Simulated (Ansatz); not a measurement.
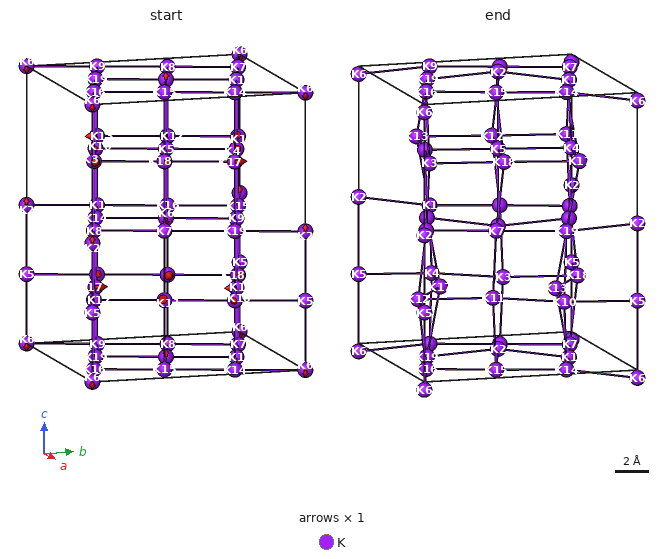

The structure of a defect cell of composition K before (left) and after (right) a relaxation, at one scale. The red arrows give the displacements, at their true length.

Style: ball-and-stick. Shown: the conventional cell (2 times the calculation's cell), slightly off an axis. Lengths and directions refer to the drawn axes.

Case: K vacancy, atoms relaxed.

Computed with Ansatz 0.2.0, DFT PBE, scalar-relativistic, plane waves, PAW. Set-up: plane-wave cutoff 420 eV; k-point mesh 4 × 4 × 4; occupations gaussian; smearing width 0.1 eV; no spin polarisation; atoms relaxed in a fixed cell; force threshold 0.02 eV/Å; at most 50 steps.

> Describe what moved and what it gained.

The run was cut off at its time limit before the relaxation converged, so the last structure is only a point on the way. Over 6 geometry steps the energy falls by 0.536 eV per cell of the calculation. Largest force component: 0.1 eV/Å at the start, 0.085 eV/Å at the end. The largest moves, 0.81 Å, are those of K3, K11, K13 and K17. K13 goes along −b. The cell stays as it was. Among the contacts that change: K2–K5 4.310 → 4.800 Å, K12–K13 4.310 → 4.624 Å, K10–K13 4.310 → 4.600 Å, K10–K11 4.310 → 4.564 Å. Bond angles that change, for instance: K3–K4–K17 90.0° → 66.3°, K10–K11–K12 180.0° → 156.3°, K3–K4–K5 180.0° → 158.1°. The run took 10 min on 4 threads of Arm Neoverse N1 (shared host), peak memory 4.3 GiB.
